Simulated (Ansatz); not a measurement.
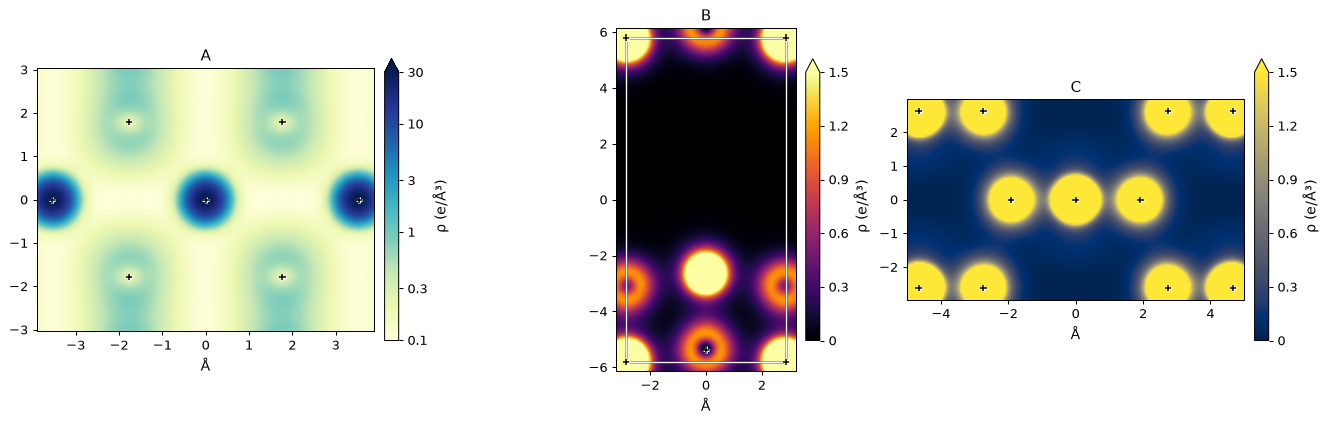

The valence pseudo-density of 3 systems, each on a plane through atoms (crosses mark nuclei in the plane).

Method: DFT, PBE, PAW with Ansatz's default frozen-core files, scalar-relativistic in Ansatz.

System 1: MgB₂, the (110) plane of the conventional cell. Space group P6/mmm; computed pressure about −4 GPa in this cell.

System 2: PbS, the (100) plane of the conventional cell. Space group C2/m.

```
Pb S
1.0
     5.80152    0.00000    0.00000
     0.00000    5.72161    0.00000
    -1.06545    0.00000   11.55104
Pb S
4 4
Direct
  0.27560 0.50000 0.63638
  0.77560 0.00000 0.63638
  0.22440 0.00000 0.36362
  0.72440 0.50000 0.36362
  0.26840 0.00000 0.59860
  0.76840 0.50000 0.59860
  0.23160 0.50000 0.40140
  0.73160 0.00000 0.40140
```

System 3: TiO₂, the (110) plane of the conventional cell. Space group I4₁/amd; not relaxed (largest force 0.8 eV/Å); computed pressure about 22 GPa in this cell; computed without spin polarisation.

```cif
data_structure
_symmetry_space_group_name_H-M 'P 1'
_symmetry_Int_Tables_number 1
_cell_length_a 3.7077
_cell_length_b 3.7077
_cell_length_c 9.3198
_cell_angle_alpha 90.000
_cell_angle_beta 90.000
_cell_angle_gamma 90.000
_cell_volume 128.12
loop_
_atom_site_label
_atom_site_type_symbol
_atom_site_fract_x
_atom_site_fract_y
_atom_site_fract_z
_atom_site_occupancy
Ti1 Ti 0.00000 0.00000 0.00000 1
Ti2 Ti 0.50000 0.50000 0.50000 1
Ti3 Ti 0.00000 0.50000 0.25000 1
Ti4 Ti 0.50000 0.00000 0.75000 1
O1 O 0.00000 0.00000 0.20660 1
O2 O 0.50000 0.50000 0.70660 1
O3 O 0.00000 0.50000 0.45660 1
O4 O 0.50000 0.00000 0.95660 1
O5 O 0.00000 0.50000 0.04340 1
O6 O 0.50000 0.00000 0.54340 1
O7 O 0.00000 0.00000 0.79340 1
O8 O 0.50000 0.50000 0.29340 1
```

> Match each panel to its system.

Panel A is system 1, MgB₂: the plane holds Mg and B. Mg–B (2.52 Å): the density is about 0.2 e/Å³ at the midpoint. Panel B is system 2, PbS: the plane holds Pb and S. Pb–S (2.89 Å): ρ is about 0.25 e/Å³ halfway. Panel C is system 3, TiO₂: the plane holds Ti and O. Ti–O (1.93 Å): the density is about 0.77 e/Å³ at the midpoint.
